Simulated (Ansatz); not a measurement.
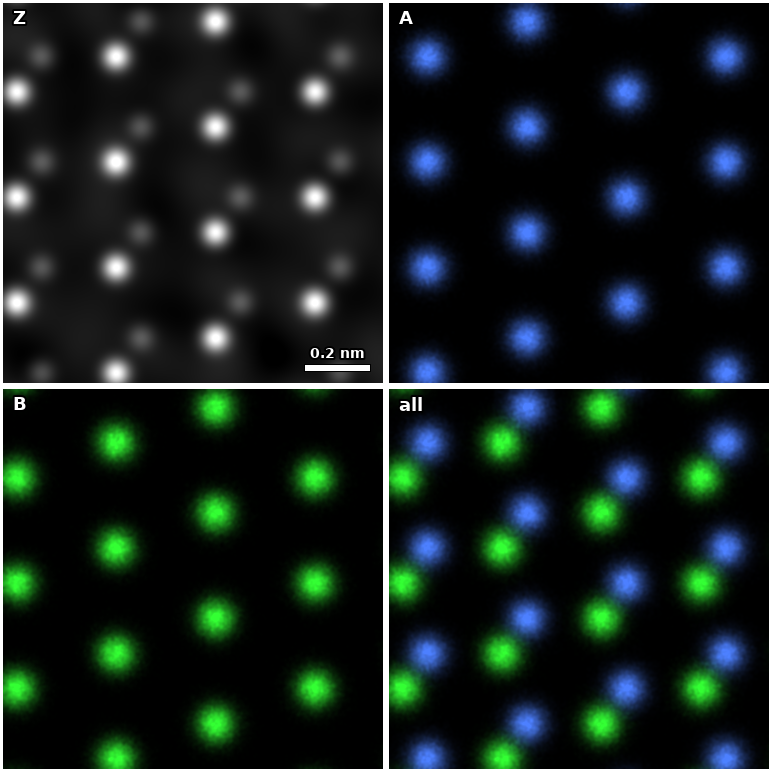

GaP (F-43m, No. 216) along [110]. Panel Z: Simulation: incoherent imaging, intensity Z^1.7 per atom, probe width 0.69 Å, thin sample. The probe carries 15 % of its weight in a tail 2.5 times as wide. The speckle of an amorphous layer was added. The other panels are simulated element maps (the number of atoms of one element along the beam, blurred by 0.9 Å, with counting noise; each on its own scale, no channelling); the last overlays them. Atomic positions: a calculation's input that goes back to an entry of the Crystallography Open Database (an earlier step may have relaxed or displaced it).

```yaml
crystal:
  lattice:
    - [5.43849, 0.00000, 0.00000]
    - [0.00000, 5.43849, 0.00000]
    - [0.00000, 0.00000, 5.43849]
  atoms:
    - { symbol: Ga, position: [0.00000, 0.00000, 0.00000] }
    - { symbol: P, position: [0.25000, 0.25000, 0.25000] }
    - { symbol: Ga, position: [0.00000, 0.50000, 0.50000] }
    - { symbol: P, position: [0.25000, 0.75000, 0.75000] }
    - { symbol: Ga, position: [0.50000, 0.00000, 0.50000] }
    - { symbol: P, position: [0.75000, 0.25000, 0.75000] }
    - { symbol: Ga, position: [0.50000, 0.50000, 0.00000] }
    - { symbol: P, position: [0.75000, 0.75000, 0.25000] }
```

**Which element does each lettered map show?**

A: P, B: Ga. The projected cell (3.33 × 3.33 Å, 109°) holds 2 columns: 1 of Ga and 1 of P. No column is shared by two of the mapped elements.
